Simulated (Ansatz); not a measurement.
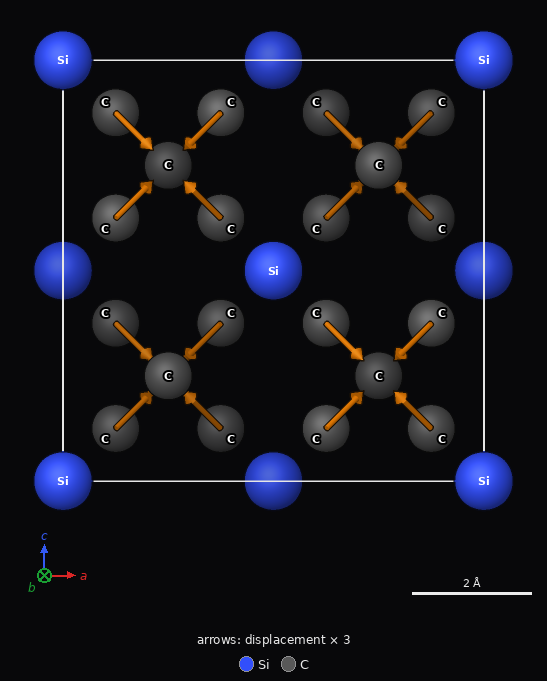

This is a relaxation of solid SiC5 (a generated structure, set up in F-43m) (coarse preliminary run). The starting structure is drawn; orange arrows show the displacements (the part carried along by the change of the cell is left out), magnified 3 times.

Style: ball-and-stick. Shown: the conventional cell (4 times the calculation's cell), along the b axis. Lengths and directions refer to the drawn axes.

Computed with Ansatz, DFT PBE, scalar-relativistic, plane waves, PAW.

Input file:
```yaml
crystal:
  lattice:
    - [0.0, 3.54145726, 3.54145726]
    - [3.54145726, 0.0, 3.54145726]
    - [3.54145726, 3.54145726, 0.0]
  atoms:
    - { symbol: Si, position: [0.0, 0.0, 0.0] }
    - { symbol: C, position: [0.75, 0.75, 0.75] }
    - { symbol: C, position: [0.375, 0.375, 0.875] }
    - { symbol: C, position: [0.375, 0.875, 0.375] }
    - { symbol: C, position: [0.875, 0.375, 0.375] }
    - { symbol: C, position: [0.375, 0.375, 0.375] }
basis:
  ecutwfc: 420
kpoints:
  mp_grid: { grid: [4, 4, 4] }
hamiltonian:
  xc: pbe
scf:
  occupations: { method: gaussian, width: 0.1 }
  lower_state_search: "off"
output:
  forces: true
  stress: true
  eigenvalues: true
relax:
  adjacent_minimum: "off"
  f_tol: 0.04
  max_steps: 70
  cell: { stress_tol: 0.4 }
```

Command:
```bash
ansatz run input.yaml --threads 1 --pin off --max-ram 2560MiB --backend cpu --events-out ev --progress --plain --runs-dir out
```

### What happened in the run?

The largest moves relative to the cell, 0.37 Å, are those of C3, C4, C5 and C6. C6 goes along [−1 1 −1]. Si stays in place. The drawn cell changes as follows: a = b = c 7.083 → 6.146 Å (−13.2 %); the volume changes by −34.7 %. Some distances before and after: C3–C4 2.504 → 1.563 Å, Si1–C3 2.936 → 2.510 Å, Si1–C2 3.067 → 2.661 Å. New bonds form: C3–C4 (2.50 → 1.56 Å), C3–C5 (2.50 → 1.56 Å), C3–C6 (2.50 → 1.56 Å), C4–C5 (2.50 → 1.56 Å). The space group stays F-43m (No. 216). After 7 accepted moves (8 points after the start) the energy has fallen by 7.829 eV per cell of the calculation. The largest force component goes from 0.11 to 0.005 eV/Å. The pressure goes from −24.27 to −0.26 GPa. The SCF was repeated once at an unchanged geometry on a basis and grid sized afresh for the cell, which shifted the energy by 15.8 meV per cell of the calculation at most. The run took 15 s on 1 thread of Intel(R) Xeon(R) Processor @ 2.70GHz, on a shared host, peak memory 0.36 GiB.
